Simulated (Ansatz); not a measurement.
## Electronic structure of Ta4N (slab) in real space

Input

```
crystal:
  lattice:
    - [2.9274048677, 0.0, 0.0]
    - [0.0, 4.1399756664, 0.0]
    - [0.0, 0.0, 21.2171546443]
  atoms:
    - { symbol: Ta, position: [0.5, 0.5, 0.188526693] }
    - { symbol: Ta, position: [0.0, 0.0, 0.2575134379] }
    - { symbol: Ta, position: [0.5, 0.5, 0.3304560148] }
    - { symbol: Ta, position: [0.0, 0.0, 0.3872882477] }
    - { symbol: "N", position: [0.5, 0.5, 0.5838273252], spin: 3.0 }
basis:
  ecutwfc: 420
kpoints:
  mp_grid: { grid: [9, 7, 1] }
hamiltonian:
  xc: lda
  pseudopotentials: { kind: paw, azcp: { folder: soft_1 } }
scf:
  occupations: { method: gaussian, width: 0.1 }
output:
  forces: true
  eigenvalues: true
  populations: true
  write_density: true
  write_potential: true
  elf: true
  volumetric_format: npy
magnetization:
  spin_polarized: true
efield:
  axis: 3
  dipole_correction: true
  ramp_width: 0.04
```

Run with:

```sh
ansatz run input.yaml --threads 1 --pin off --max-ram 3072MiB --backend cpu --events-out ev --progress --plain --runs-dir out
```

A point of a scan over the structure, not its minimum; not relaxed (largest force 1.9 eV/Å); PAW files of the earlier set (soft_1); spin-polarised.

Level of theory: Ansatz, DFT LDA, scalar-relativistic, plane waves, PAW.

The density is the valence pseudo-density of a PAW calculation; it isn't the true density close to the nuclei.

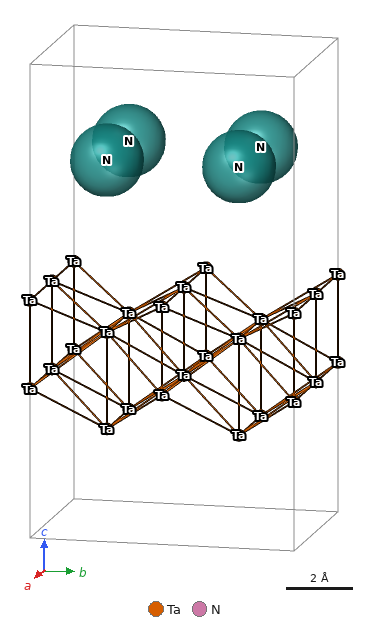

Figure 1. Isosurface of the spin density (up minus down) at +0.08 e/Å³ (teal), seen slightly off an axis. Sticks mark near contacts.

Which atoms carry the moments, and with what signs?

The spin density sits on N: +2.7 μB in one cell of 5 atoms: a single local moment. The cell of the calculation (5 atoms) carries 2.9 μB of net spin moment.

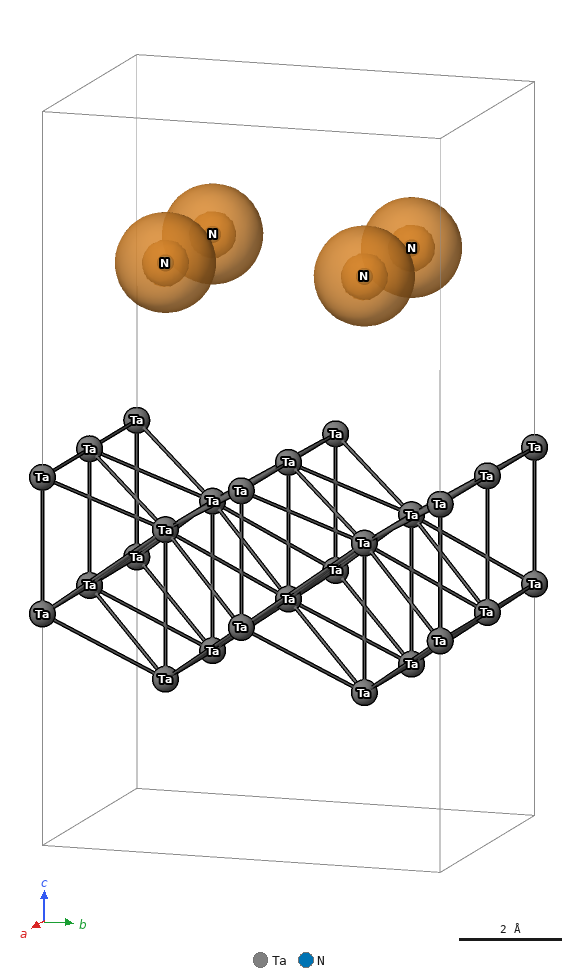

Figure 2. Isosurface of the ELF at 0.8 (orange), seen slightly off an axis. Only the valence region is drawn (cores and ρ < 0.01 e/Å³ removed). Sticks mark near contacts.

Where are the electrons localised?

The surface consists of one region wrapped around N (its valence shell), counted in one cell of 5 atoms. Counts are for one cell; the picture repeats the cell along the surface. Profiles from the grid: Ta–Ta (2.75 Å): the ELF is about 0.35 at the midpoint. N–N (2.93 Å): the ELF is about 0.05 at the midpoint; no localised pair shows between them.

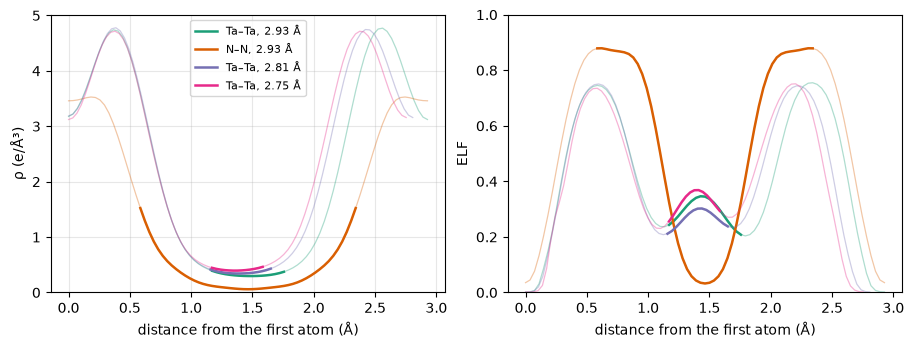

Figure 3. Valence pseudo-density and electron localisation function along straight lines between neighbouring atoms. Thin, pale parts lie inside the atomic spheres.

Compare the contacts.

Ta–Ta (2.93 Å): ρ is about 0.3 e/Å³ halfway; the ELF is about 0.35 at the midpoint.
N–N (2.93 Å): ρ at the midpoint is about 0.06 e/Å³; the ELF is about 0.05 at the midpoint: no localised pair shows between them.
Ta–Ta (2.81 Å): ρ is about 0.34 e/Å³ halfway; the ELF is about 0.30 at the midpoint.
Ta–Ta (2.75 Å): the density is about 0.4 e/Å³ at the midpoint; the ELF is about 0.35 at the midpoint.

Metal or insulator at this level of theory?

It is gapless in this calculation (a metal or semimetal).
